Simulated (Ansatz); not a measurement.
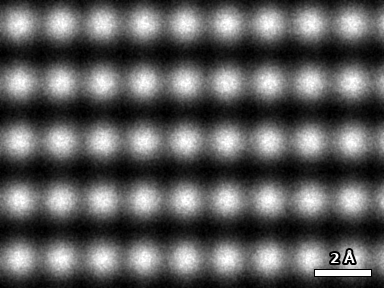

An image along [110] of one of the structures below (computed or model cells, partly hypothetical, each in its standard cell). The image is simulated as a sum over atoms of Z^1.8, blurred by a 1.05 Å probe (no channelling). The probe carries 15 % of its weight in a tail 2.5 times as wide. Shot noise was added.

A. Rh
Space group Im-3m (No. 229). a = 3.029 Å, b = 3.029 Å, c = 3.029 Å, α = 90.00°, β = 90.00°, γ = 90.00°
```csv
atom,site,symmetry,x,y,z
Rh,2a,m-3m,0.0000,0.0000,0.0000
```

B. W
Space group P6_3/mmc (No. 194). a = 2.783 Å, b = 2.783 Å, c = 4.940 Å, α = 90.00°, β = 90.00°, γ = 120.00°
| atom | site | symmetry | x | y | z |
| --- | --- | --- | --- | --- | --- |
| W | 2d | -6m2 | 0.3333 | 0.6667 | 0.7500 |

C. Rh
Space group P6_3/mmc (No. 194). a = 2.631 Å, b = 2.631 Å, c = 4.353 Å, α = 90.00°, β = 90.00°, γ = 120.00°
```
atom  site  symmetry       x       y       z
  Rh    2d      -6m2  0.3333  0.6667  0.7500
```

D. Rh
Space group Fm-3m (No. 225). a = 3.800 Å, b = 3.800 Å, c = 3.800 Å, α = 90.00°, β = 90.00°, γ = 90.00°
```json
{"atom": "Rh", "site": "4a", "symmetry": "m-3m", "x": "0.0000", "y": "0.0000", "z": "0.0000"}
```

**Which of them gives this image?**

A, Rh. Along [110] the projected cells are A 1.51 × 2.14 Å, 90°; B 2.41 × 4.94 Å, 90°; C 2.28 × 4.35 Å, 90°; D 2.33 × 2.33 Å, 109°. The image repeats as A does.

Structure A: the input geometry of a calculation; the starting structure was generated, so it need not be a known form of this composition.
